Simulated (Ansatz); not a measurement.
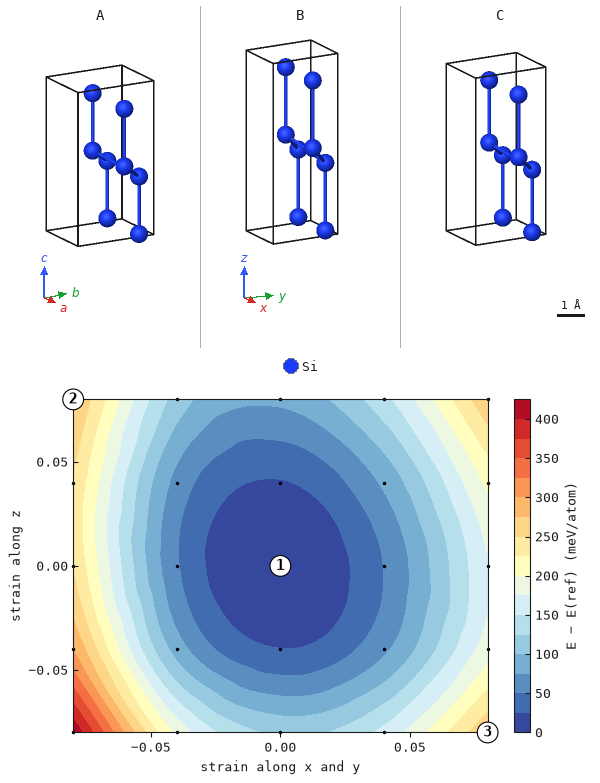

Energy scan for a crystal of Si (P6_3/mmc), in which the cell is strained equally along x and y and separately along z, with the atoms kept at their fractional coordinates. x, y and z are the Cartesian axes of the input. The map is interpolated between the computed points (dots). The frames are shuffled; each belongs to one numbered point. A ball-and-stick model of the cell of the calculation, repeated 2 × 1 × 1 with one cell outlined, seen slightly off an axis.

Level of theory: DFT PBEsol, scalar-relativistic, plane waves, PAW in Ansatz. Set-up: plane-wave cutoff 420 eV; k-point mesh 12 × 12 × 6; occupations gaussian; smearing width 0.03 eV; no spin polarisation. Energies (free energies at the smearing named) are counted from the cell as listed in its source, which wasn't relaxed.

**Which frame belongs to which numbered point?**

Point 1 is frame C, at (0.000, 0.000) and 0 meV/atom; 2 is frame B, at (−0.080, 0.080) and 279 meV/atom; 3 is frame A, at (0.080, −0.080) and 271 meV/atom. In pairs of (strain along x and y; strain along z): the lowest computed point lies at (0.000, 0.000) (0 meV/atom), the highest at (−0.080, −0.080) (421 meV/atom).  Over the ranges scanned the energy rises more along the first axis, the in-plane strain. The pressure runs from −13.1 GPa at (0.080, 0.080) to 37.8 GPa at (−0.080, −0.080). The band gap on the mesh, 0.30 eV in the reference, closes at 12 of the 25 computed points.
